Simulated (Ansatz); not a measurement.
Geometry relaxation of MoTe2 (part 1 of 2)

The run: geometry relaxation of MoTe2 (slab, 6 atoms in the cell). Method and program: DFT PBE+D3(BJ), scalar-relativistic, plane waves, PAW, PAW set soft_1, no spin polarisation (Ansatz 0.2.0).

The structure derives from an entry of the Crystallography Open Database. The input holds or restrains some coordinates. Forces given for the steps count only the free coordinates. Figures and captions count atoms from 1; the log counts them from 0 in places.

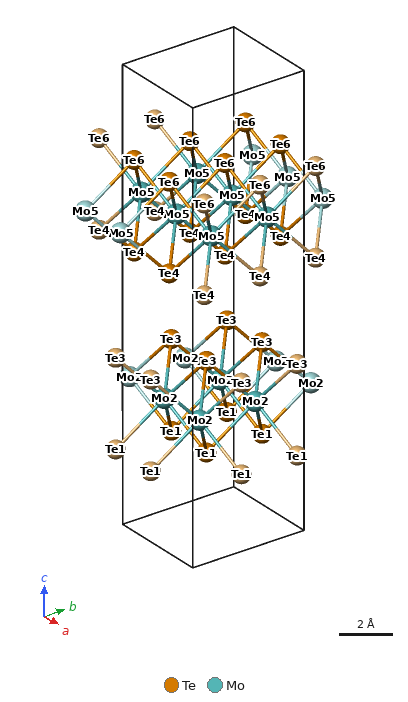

*The input geometry (ball-and-stick view of the 2 × 2 repeat of the cell, with the vacuum cut short, seen slightly off an axis; neighbours outside the cell are drawn fainter; atoms are numbered from 1 in the order of the input). An atom can appear more than once, as a periodic image.*

Results in brief

```tsv
quantity	value
outcome	converged under the restraints of the input
electrons treated	92
free energy	−37836.5836 eV
work function, top face	4.26 eV
work function, bottom face	4.26 eV
Fermi energy	5.497 eV
gap on the k-point mesh	1.10 eV
final volume	263.34 Å³
work function (upper face)	4.26 eV
largest force (length of the vector) at the end, held atoms and coordinates included	0.066 eV/Å
hardware	1 thread of Intel Xeon (Sapphire Rapids), 32 GiB of memory available, shared host
wall time	5.3 min
peak memory	0.78 GiB
```

The input
```yaml
crystal:
  lattice:
    - [3.5038817003, 0.0, 0.0]
    - [-1.7519408501, 3.0344505643, 0.0]
    - [0.0, 0.0, 24.767719909]
  atoms:
    - { symbol: Te, position: [0.3333333333, 0.6666666667, 0.1816881011] }
    - { symbol: Mo, position: [0.6666666667, 0.3333333333, 0.2550062467] }
    - { symbol: Te, position: [0.3333333333, 0.6666666667, 0.3283616122] }
    - { symbol: Te, position: [0.3333333333, 1.0, 0.4883601541] }
    - { symbol: Mo, position: [0.0, 1.3333333333, 0.5617169201] }
    - { symbol: Te, position: [0.3333333333, 1.0, 0.635033027] }
basis:
  ecutwfc: 420
kpoints:
  mp_grid: { grid: [9, 9, 1] }
hamiltonian:
  xc: pbe
  pseudopotentials: { kind: paw, azcp: { folder: soft_1 } }
  dispersion: d3bj
scf:
  occupations: { method: gaussian, width: 0.05 }
output:
  forces: true
  eigenvalues: true
relax:
  adjacent_minimum: "off"
  f_tol: 0.003
  max_steps: 20
  constraints: [{ site: 0 }, { sites: [1, 2, 3, 4, 5], fix: xy }]
efield:
  axis: 3
  dipole_correction: true
  ramp_width: 0.04
```

Command:
```bash
ansatz run input.yaml --threads 1 --pin off --max-ram 3072MiB --backend cpu --events-out ev --progress --plain --runs-dir out
```

The program's output
```
Engine: ansatz 0.2.0, x86_64-unknown-linux-gnu
Pseudopotentials: kind: paw
Pseudopotential: Te, paw, valence charge 16, recommended cutoff 420 eV (normal), [file]
Pseudopotential: Mo, paw, valence charge 14, recommended cutoff 420 eV (normal), [file]
Functional definition: PBE
  parameter kappa = 0.804
  parameter beta = 0.06672455060314922
  exchange = pbe_x(kappa = kappa, mu = beta*pi^2/3)
  correlation = pbe_c(beta = beta)
Crystal: 6 atoms, lattice volume = 263.339 Å³
Basis set: ecut = 420 eV, 5141 PW (Γ), exchange–correlation on 48×48×360 points (8 copies of the dense FFT grid, shifted against one another)
Bands: 56, of which v1, the nominal top of the filled ones, is band 46 counted from 1 (45 counted from 0)
Symmetry: 1 space group operations
k-points: 41 of 81 (time reversal used)
Non-local potential: Te, projectors of the file, l = 0: 2, l = 1: 2, l = 2: 2, l = 3: 1
Non-local potential: Mo, projectors of the file, l = 0: 3, l = 1: 2, l = 2: 2, l = 3: 1
PAW form: soft (Blöchl's): semilocal exchange-correlation on the pseudo side does not see the compensation charge
PAW one-centre angular grid: Te, 590 points (default); XC on 64 Gauss nodes
PAW one-centre angular grid: Mo, 590 points (default); XC on 64 Gauss nodes
Initial density: superposition of atomic densities (neutral atoms: chi_scale 0, normalization atom)
Initial wavefunctions: pseudopotential atomic-orbital guess
Functional: x = pbe(κ = 0.804, μ = 0.2195149727645171), c = pbe(β = 0.06672455060314922)
SCF iter   1: F=—  HF=-37837.837229 eV  |F-HF|=—  |Δ(HF+E_count)|=         —  Δρ=3.69e-2  dr2=4.85e0  ethr=3.10e-3  p=0.000 e·Å  D=1.78e-9 V/Å  ΔV_dip=-0.00 eV  dr2_dipole=7.25e-9  V_vac-E_F(+/−)=4.97/4.97 eV  ⟨swp⟩=11.2  Hψ=10688  notcnv=0
efield: sawtooth ramp at fractional position 0.8884 (placed from the atoms, in the widest stretch of the axis that holds none; the zero of the levels goes with the place), width 0.0400; the density the first Hamiltonian is built on has a dipole p = 0.000 e·Å; the dipole correction subtracts the counter field D = 1.78e-9 V/Å, which shifts the + side's vacuum level by -0.00 eV against the − side's; the planar-averaged density in the ramp window peaks in size at 3.2e-7 e/Å³
preconditioner: auto → Resta (q_TF=auto, 2.290 Å⁻¹)  ε∞=4.2  [insulator: Δε(μ)=1.214 eV  Ē_g=7.681 eV  σ=0.050 eV  W_gap=1.00  n_scr=60 (ndim 8)  ℏωp=13.7 eV  f_vac=0.405  D(μ)=0.00/eV (n_scr^D=0)  ε∞_Penn≈4.2  vacuum switching on, ρ_ref=4.3e-3 e/Å³]
SCF iter   2: F=—  HF=-37836.947942 eV  |F-HF|=—  |Δ(HF+E_count)|=   8.89e-1  Δρ=1.64e-2  dr2=2.92e0  ethr=3.10e-3  p=-0.000 e·Å  D=-1.65e-5 V/Å  ΔV_dip=0.00 eV  dr2_dipole=2.88e-10  V_vac-E_F(+/−)=5.41/5.41 eV  ⟨swp⟩=3.0  Hψ=4212  notcnv=0  defer=120
SCF iter   3: F=—  HF=-37836.654112 eV  |F-HF|=—  |Δ(HF+E_count)|=   2.94e-1  Δρ=1.20e-2  dr2=4.58e-1  ethr=3.10e-3  p=-0.000 e·Å  D=-1.68e-5 V/Å  ΔV_dip=0.00 eV  dr2_dipole=3.41e-9  V_vac-E_F(+/−)=4.57/4.57 eV  ⟨swp⟩=2.7  Hψ=2981  notcnv=0  defer=120
SCF iter   4: F=—  HF=-37836.579662 eV  |F-HF|=—  |Δ(HF+E_count)|=   7.44e-2  Δρ=5.15e-3  dr2=8.79e-2  ethr=4.98e-4  p=-0.000 e·Å  D=-1.84e-6 V/Å  ΔV_dip=0.00 eV  dr2_dipole=2.96e-9  V_vac-E_F(+/−)=4.47/4.47 eV  ⟨swp⟩=2.0  Hψ=3079  notcnv=0  defer=120
SCF iter   5: F=—  HF=-37836.563457 eV  |F-HF|=—  |Δ(HF+E_count)|=   1.62e-2  Δρ=1.01e-3  dr2=4.26e-3  ethr=9.55e-5  p=-0.000 e·Å  D=-1.38e-5 V/Å  ΔV_dip=0.00 eV  dr2_dipole=2.27e-8  V_vac-E_F(+/−)=4.33/4.33 eV  ⟨swp⟩=2.0  Hψ=3103  notcnv=0  defer=120
SCF iter   6: F=—  HF=-37836.563663 eV  |F-HF|=—  |Δ(HF+E_count)|=   2.06e-4  Δρ=4.46e-4  dr2=5.83e-3  ethr=4.63e-6  p=0.000 e·Å  D=3.78e-5 V/Å  ΔV_dip=-0.00 eV  dr2_dipole=2.60e-7  V_vac-E_F(+/−)=4.30/4.30 eV  ⟨swp⟩=2.2  Hψ=2946  notcnv=0  defer=120
SCF iter   7: F=—  HF=-37836.563306 eV  |F-HF|=—  |Δ(HF+E_count)|=   3.57e-4  Δρ=2.10e-4  dr2=2.37e-4  ethr=4.63e-6  p=-0.000 e·Å  D=-1.91e-6 V/Å  ΔV_dip=0.00 eV  dr2_dipole=1.35e-9  V_vac-E_F(+/−)=4.26/4.26 eV  ⟨swp⟩=2.0  Hψ=2452  notcnv=0  defer=120
SCF iter   8: F=—  HF=-37836.563264 eV  |F-HF|=—  |Δ(HF+E_count)|=   4.23e-5  Δρ=4.24e-5  dr2=1.13e-5  ethr=2.57e-7  p=-0.000 e·Å  D=-5.21e-6 V/Å  ΔV_dip=0.00 eV  dr2_dipole=5.25e-10  V_vac-E_F(+/−)=4.25/4.25 eV  ⟨swp⟩=3.1  Hψ=4645  notcnv=0  defer=120
SCF iter   9: F=—  HF=-37836.563312 eV  |F-HF|=—  |Δ(HF+E_count)|=   4.84e-5  Δρ=2.42e-5  dr2=3.40e-6  ethr=1.23e-8  p=0.000 e·Å  D=1.81e-6 V/Å  ΔV_dip=-0.00 eV  dr2_dipole=1.12e-8  V_vac-E_F(+/−)=4.24/4.24 eV  ⟨swp⟩=3.0  Hψ=4003  notcnv=0  defer=120
SCF iter  10: F=—  HF=-37836.563313 eV  |F-HF|=—  |Δ(HF+E_count)|=   1.60e-7  Δρ=2.17e-5  dr2=3.90e-6  ethr=3.70e-9  p=-0.000 e·Å  D=-1.43e-5 V/Å  ΔV_dip=0.00 eV  dr2_dipole=2.64e-8  V_vac-E_F(+/−)=4.24/4.24 eV  ⟨swp⟩=2.0  Hψ=3137  notcnv=0  defer=120
SCF iter  11: F=—  HF=-37836.563312 eV  |F-HF|=—  |Δ(HF+E_count)|=   3.45e-7  Δρ=6.48e-6  dr2=3.11e-7  ethr=3.70e-9  p=-0.000 e·Å  D=-5.44e-6 V/Å  ΔV_dip=0.00 eV  dr2_dipole=5.46e-10  V_vac-E_F(+/−)=4.24/4.24 eV  ⟨swp⟩=1.6  Hψ=2295  notcnv=0  defer=120
iter 12 did not close the SCF: its close was put off until two iterations running show no level that it waits for move by more than its bar (scf_convergence_deferred on its scf_iter line)
SCF iter  12: F=-37836.563312 eV  HF=-37836.563312 eV  |F-HF|=6.98e-8  |Δ(HF+E_count)|=   1.24e-8  Δρ=3.19e-6  dr2=7.84e-8  ethr=2.45e-10  p=-0.000 e·Å  D=-9.81e-6 V/Å  ΔV_dip=0.00 eV  dr2_dipole=4.82e-9  V_vac-E_F(+/−)=4.24/4.24 eV  ⟨swp⟩=14.9  Hψ=10050  notcnv=0
iter 13 did not close the SCF: its close was put off until two iterations running show no level that it waits for move by more than its bar (scf_convergence_deferred on its scf_iter line)
SCF iter  13: F=-37836.563312 eV  HF=-37836.563312 eV  |F-HF|=1.68e-9  |Δ(HF+E_count)|=   4.58e-9  Δρ=7.01e-7  dr2=3.38e-9  ethr=8.52e-11  p=-0.000 e·Å  D=-1.88e-6 V/Å  ΔV_dip=0.00 eV  dr2_dipole=9.94e-10  V_vac-E_F(+/−)=4.24/4.24 eV  ⟨swp⟩=3.0  Hψ=6263  notcnv=0
SCF iter  14: F=-37836.563312 eV  HF=-37836.563312 eV  |F-HF|=3.11e-9  |Δ(HF+E_count)|=   1.40e-9  Δρ=4.40e-7  dr2=2.63e-9  ethr=3.67e-12  p=-0.000 e·Å  D=-7.03e-6 V/Å  ΔV_dip=0.00 eV  dr2_dipole=1.09e-9  V_vac-E_F(+/−)=4.24/4.24 eV  ⟨swp⟩=1.5  Hψ=5455  notcnv=0
SCF 1 converged in 14 iterations: F = -37836.563312 eV  dr2 = 2.63e-9
  greatest PAW one-centre occupation: 0.999 electrons in one spin orbital (limit 2), on the Mo atom at site 4 (counted from 0), in its partial waves of l = 0
relax step   1: F+E_penalty+E_count = -37836.56331226 eV  Δ(F+E_penalty+E_count) = +0.000e0 eV  max|allowed force component| = 7.997e-2 eV/Å  Δτ_max = 0.0000 Å  (14 SCF iters, dr2 threshold 2.25e-7 eV, accepted)
Initial density: handed on by an earlier stage of this run
Initial wavefunctions: those handed on with the density
iter 1 solved again at ethr=1.97e-4 eV; its pass at ethr=3.10e-3 eV (dr2=1.82e-1 eV) is discarded
SCF iter   1: F=—  HF=-37836.601613 eV  |F-HF|=—  |Δ(HF+E_count)|=         —  Δρ=8.72e-3  dr2=1.81e-1  ethr=1.97e-4  p=-0.000 e·Å  D=-7.40e-6 V/Å  ΔV_dip=0.00 eV  dr2_dipole=4.69e-3  V_vac-E_F(+/−)=4.24/4.24 eV  ⟨swp⟩=1.6  Hψ=8888  notcnv=0  defer=114
efield: sawtooth ramp at fractional position 0.8884 (handed on by an earlier solve), width 0.0400; the density the first Hamiltonian is built on has a dipole p = -0.000 e·Å; the dipole correction subtracts the counter field D = -7.40e-6 V/Å, which shifts the + side's vacuum level by +0.00 eV against the − side's; the planar-averaged density in the ramp window peaks in size at 1.6e-6 e/Å³
preconditioner: auto → Resta (q_TF=auto, 2.290 Å⁻¹)  ε∞=4.6  [insulator: Δε(μ)=1.058 eV  Ē_g=7.272 eV  σ=0.050 eV  W_gap=1.00  n_scr=60 (ndim 8)  ℏωp=13.7 eV  f_vac=0.416  D(μ)=0.00/eV (n_scr^D=0)  ε∞_Penn≈4.6  vacuum switching on, ρ_ref=3.8e-3 e/Å³]
SCF iter   2: F=—  HF=-37836.578940 eV  |F-HF|=—  |Δ(HF+E_count)|=   2.27e-2  Δρ=4.66e-3  dr2=5.78e-2  ethr=1.96e-4  p=0.012 e·Å  D=8.40e-3 V/Å  ΔV_dip=-0.21 eV  dr2_dipole=3.62e-3  V_vac-E_F(+/−)=4.08/4.29 eV  ⟨swp⟩=2.4  Hψ=2815  notcnv=0  defer=114
SCF iter   3: F=—  HF=-37836.575342 eV  |F-HF|=—  |Δ(HF+E_count)|=   3.60e-3  Δρ=2.78e-3  dr2=3.68e-2  ethr=6.28e-5  p=-0.002 e·Å  D=-1.27e-3 V/Å  ΔV_dip=0.03 eV  dr2_dipole=2.61e-3  V_vac-E_F(+/−)=4.23/4.20 eV  ⟨swp⟩=2.3  Hψ=3391  notcnv=0  defer=114
SCF iter   4: F=—  HF=-37836.572476 eV  |F-HF|=—  |Δ(HF+E_count)|=   2.87e-3  Δρ=5.90e-4  dr2=2.02e-3  ethr=4.00e-5  p=0.002 e·Å  D=1.13e-3 V/Å  ΔV_dip=-0.03 eV  dr2_dipole=1.46e-5  V_vac-E_F(+/−)=4.23/4.26 eV  ⟨swp⟩=1.6  Hψ=2743  notcnv=0  defer=120
SCF iter   5: F=—  HF=-37836.572453 eV  |F-HF|=—  |Δ(HF+E_count)|=   2.30e-5  Δρ=3.27e-4  dr2=1.10e-3  ethr=2.19e-6  p=0.001 e·Å  D=7.63e-4 V/Å  ΔV_dip=-0.02 eV  dr2_dipole=1.47e-5  V_vac-E_F(+/−)=4.21/4.23 eV  ⟨swp⟩=2.1  Hψ=2775  notcnv=0  defer=120
SCF iter   6: F=—  HF=-37836.572398 eV  |F-HF|=—  |Δ(HF+E_count)|=   5.50e-5  Δρ=1.37e-4  dr2=1.78e-4  ethr=1.19e-6  p=0.000 e·Å  D=2.71e-4 V/Å  ΔV_dip=-0.01 eV  dr2_dipole=2.51e-6  V_vac-E_F(+/−)=4.23/4.24 eV  ⟨swp⟩=1.9  Hψ=2340  notcnv=0  defer=120
SCF iter   7: F=—  HF=-37836.572437 eV  |F-HF|=—  |Δ(HF+E_count)|=   3.84e-5  Δρ=8.34e-5  dr2=6.03e-5  ethr=1.94e-7  p=-0.000 e·Å  D=-4.10e-5 V/Å  ΔV_dip=0.00 eV  dr2_dipole=2.33e-6  V_vac-E_F(+/−)=4.24/4.24 eV  ⟨swp⟩=2.0  Hψ=2769  notcnv=0  defer=120
SCF iter   8: F=—  HF=-37836.572432 eV  |F-HF|=—  |Δ(HF+E_count)|=   4.81e-6  Δρ=1.69e-5  dr2=2.51e-6  ethr=6.55e-8  p=-0.000 e·Å  D=-2.37e-4 V/Å  ΔV_dip=0.01 eV  dr2_dipole=1.56e-7  V_vac-E_F(+/−)=4.24/4.24 eV  ⟨swp⟩=2.0  Hψ=2490  notcnv=0  defer=120
SCF iter   9: F=—  HF=-37836.572432 eV  |F-HF|=—  |Δ(HF+E_count)|=   2.90e-7  Δρ=6.65e-6  dr2=5.15e-7  ethr=2.73e-9  p=-0.001 e·Å  D=-3.68e-4 V/Å  ΔV_dip=0.01 eV  dr2_dipole=9.30e-8  V_vac-E_F(+/−)=4.25/4.24 eV  ⟨swp⟩=2.4  Hψ=2916  notcnv=0  defer=120
SCF iter  10: F=-37836.572432 eV  HF=-37836.572432 eV  |F-HF|=3.23e-7  |Δ(HF+E_count)|=   3.14e-8  Δρ=3.94e-6  dr2=2.43e-7  ethr=4.34e-10  p=-0.000 e·Å  D=-3.37e-4 V/Å  ΔV_dip=0.01 eV  dr2_dipole=1.36e-7  V_vac-E_F(+/−)=4.25/4.24 eV  ⟨swp⟩=13.8  Hψ=9398  notcnv=0
SCF 2 converged in 10 iterations: F = -37836.572432 eV  dr2 = 2.43e-7
[... from here on the iterations of each SCF are left out, up to the last one ...]
relax step   2: F+E_penalty+E_count = -37836.57243182 eV  Δ(F+E_penalty+E_count) = -9.120e-3 eV  max|allowed force component| = 2.431e-1 eV/Å  Δτ_max = 0.1948 Å  (10 SCF iters, dr2 threshold 4.00e-7 eV, accepted)
efield: sawtooth ramp at fractional position 0.8884 (handed on by an earlier solve), width 0.0400; the density the first Hamiltonian is built on has a dipole p = -0.000 e·Å; the dipole correction subtracts the counter field D = -3.37e-4 V/Å, which shifts the + side's vacuum level by +0.01 eV against the − side's; the planar-averaged density in the ramp window peaks in size at 1.1e-6 e/Å³
preconditioner: auto → Resta (q_TF=auto, 2.290 Å⁻¹)  ε∞=4.5  [insulator: Δε(μ)=1.102 eV  Ē_g=7.302 eV  σ=0.050 eV  W_gap=1.00  n_scr=60 (ndim 8)  ℏωp=13.7 eV  f_vac=0.420  D(μ)=0.00/eV (n_scr^D=0)  ε∞_Penn≈4.5  vacuum switching on, ρ_ref=3.9e-3 e/Å³]
SCF 3 converged in 8 iterations: F = -37836.582672 eV  dr2 = 6.64e-7
relax step   3: F+E_penalty+E_count = -37836.58267154 eV  Δ(F+E_penalty+E_count) = -1.024e-2 eV  max|allowed force component| = 1.185e-2 eV/Å  Δτ_max = 0.1011 Å  (8 SCF iters, dr2 threshold 3.69e-6 eV, accepted)
efield: sawtooth ramp at fractional position 0.8884 (handed on by an earlier solve), width 0.0400; the density the first Hamiltonian is built on has a dipole p = 0.000 e·Å; the dipole correction subtracts the counter field D = 2.80e-5 V/Å, which shifts the + side's vacuum level by -0.00 eV against the − side's; the planar-averaged density in the ramp window peaks in size at 1.1e-6 e/Å³
preconditioner: auto → Resta (q_TF=auto, 2.290 Å⁻¹)  ε∞=4.5  [insulator: Δε(μ)=1.105 eV  Ē_g=7.304 eV  σ=0.050 eV  W_gap=1.00  n_scr=60 (ndim 8)  ℏωp=13.7 eV  f_vac=0.420  D(μ)=0.00/eV (n_scr^D=0)  ε∞_Penn≈4.5  vacuum switching on, ρ_ref=3.9e-3 e/Å³]
SCF 4 converged in 5 iterations: F = -37836.582672 eV  dr2 = 2.79e-9
relax step   4: F+E_penalty+E_count = -37836.58267193 eV  Δ(F+E_penalty+E_count) = -3.880e-7 eV  max|allowed force component| = 1.191e-2 eV/Å  Δτ_max = 0.0000 Å  (5 SCF iters, accepted)
efield: sawtooth ramp at fractional position 0.8884 (handed on by an earlier solve), width 0.0400; the density the first Hamiltonian is built on has a dipole p = -0.000 e·Å; the dipole correction subtracts the counter field D = -4.91e-5 V/Å, which shifts the + side's vacuum level by +0.00 eV against the − side's; the planar-averaged density in the ramp window peaks in size at 1.1e-6 e/Å³
preconditioner: auto → Resta (q_TF=auto, 2.290 Å⁻¹)  ε∞=4.5  [insulator: Δε(μ)=1.087 eV  Ē_g=7.314 eV  σ=0.050 eV  W_gap=1.00  n_scr=60 (ndim 8)  ℏωp=13.7 eV  f_vac=0.423  D(μ)=0.00/eV (n_scr^D=0)  ε∞_Penn≈4.5  vacuum switching on, ρ_ref=3.9e-3 e/Å³]
SCF 5 converged in 14 iterations: F = -37836.583323 eV  dr2 = 2.25e-11
relax step   5: F+E_penalty+E_count = -37836.58332257 eV  Δ(F+E_penalty+E_count) = -6.506e-4 eV  max|allowed force component| = 2.036e-2 eV/Å  Δτ_max = 0.0989 Å  (14 SCF iters, accepted)
efield: sawtooth ramp at fractional position 0.8884 (handed on by an earlier solve), width 0.0400; the density the first Hamiltonian is built on has a dipole p = -0.000 e·Å; the dipole correction subtracts the counter field D = -2.71e-5 V/Å, which shifts the + side's vacuum level by +0.00 eV against the − side's; the planar-averaged density in the ramp window peaks in size at 1.4e-6 e/Å³
preconditioner: auto → Resta (q_TF=auto, 2.290 Å⁻¹)  ε∞=4.5  [insulator: Δε(μ)=1.100 eV  Ē_g=7.314 eV  σ=0.050 eV  W_gap=1.00  n_scr=60 (ndim 8)  ℏωp=13.7 eV  f_vac=0.422  D(μ)=0.00/eV (n_scr^D=0)  ε∞_Penn≈4.5  vacuum switching on, ρ_ref=3.9e-3 e/Å³]
SCF 6 converged in 6 iterations: F = -37836.583571 eV  dr2 = 3.15e-7
```
